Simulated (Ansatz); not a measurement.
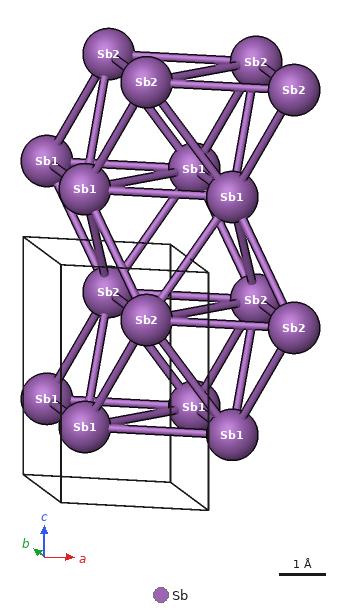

This is a symmetric starting cell of Sb. Style: ball-and-stick. Shown: the cell of the calculation, repeated 2 × 2 × 2 with one cell outlined, slightly off an axis.

All numbers below come from DFT LDA, scalar-relativistic, plane waves, PAW (Ansatz 0.2.0). Settings: plane-wave cutoff 420 eV; k-point mesh 15 × 15 × 8; occupations gaussian; smearing width 0.1 eV; no spin polarisation.

Change: The cell is strained by −7.2 % along c and −1.2 % across it (volume −9.4 %), the atoms keeping their fractional coordinates. No relaxation follows. The starting cell wasn't computed here and needn't be at equilibrium, so pressure and forces aren't due to the change alone.

The input:
```yaml
crystal:
  lattice:
    - [3.3282015873, 0.0, 0.0]
    - [-1.6641007937, 2.8823071235, 0.0]
    - [0.0, 0.0, 4.9456537]
  atoms:
    - { symbol: Sb, position: [0.3333333333, 0.6666666667, 0.25] }
    - { symbol: Sb, position: [0.6666666667, 0.3333333333, 0.75] }
basis:
  ecutwfc: 420
kpoints:
  mp_grid: { grid: [15, 15, 8] }
hamiltonian:
  xc: lda
scf:
  occupations: { method: gaussian, width: 0.1 }
output:
  forces: true
  stress: true
  eigenvalues: true
```

> What does the calculation give for the changed structure?

Near-neighbour distances before and after: Sb–Sb 3.299 → 3.132 Å, Sb–Sb 3.369 → 3.328 Å. The space group stays P6_3/mmc (No. 194). The pressure is 6.8 GPa (not all of it need come from the change, since the unchanged cell can be under pressure at this level too). The principal stresses (compression positive) are 6.5 GPa along c and 6.9 GPa across it. All forces vanish by symmetry.

Drawn alike, the variant:

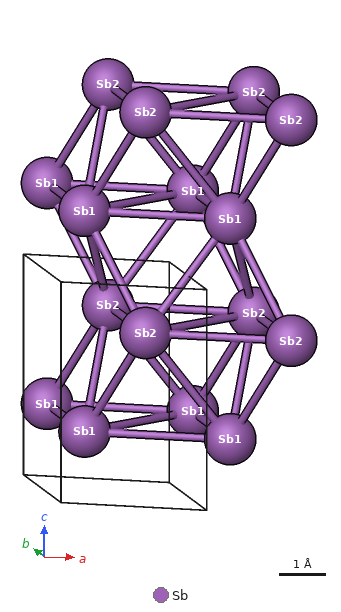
